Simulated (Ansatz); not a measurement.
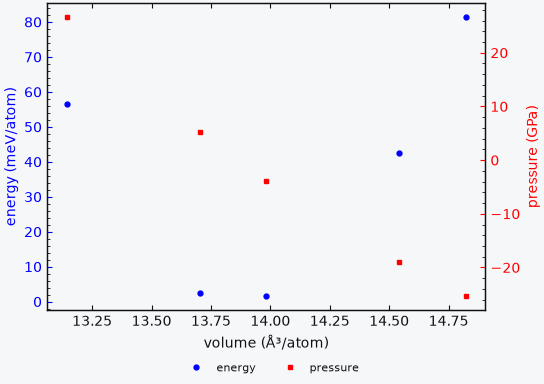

The figure shows the energy and pressure against volume for Os, space group P6_3/mmc (No. 194).

Structure:
```yaml
crystal:
  lattice:
    - [2.73410, 0.00000, 0.00000]
    - [-1.36705, 2.36780, 0.00000]
    - [0.00000, 0.00000, 4.31970]
  atoms:
    - { symbol: Os, position: [0.66667, 0.33333, 0.75000] }
    - { symbol: Os, position: [0.33333, 0.66667, 0.25000] }
```

Computed with Ansatz 0.2.0: plane-wave DFT, no spin polarisation; energies at scaled volumes of the given cell, shape and fractions fixed, counted from the fit's minimum, third-order Birch-Murnaghan fit. Level: HSE03.

- k mesh: 6×6×3
- occupations: Fermi–Dirac
- smearing width: 0.05 eV
- potentials: Ansatz PAW
- wave cutoff: 420 eV
- density cutoff: 1680 eV

The points at volume 13.42 Å³/atom and 14.26 Å³/atom are left out of the plot. What values does the calculation give there?

| volume (Å³/atom) | energy (meV/atom) | pressure (GPa) |
| --- | --- | --- |
| 13.42 | 20.10 | 15.27 |
| 14.26 | 15.40 | −11.89 |

Caveats: coarse k mesh; shape and atomic fractions are frozen while scaling, which makes layered, chain and framework solids too stiff.
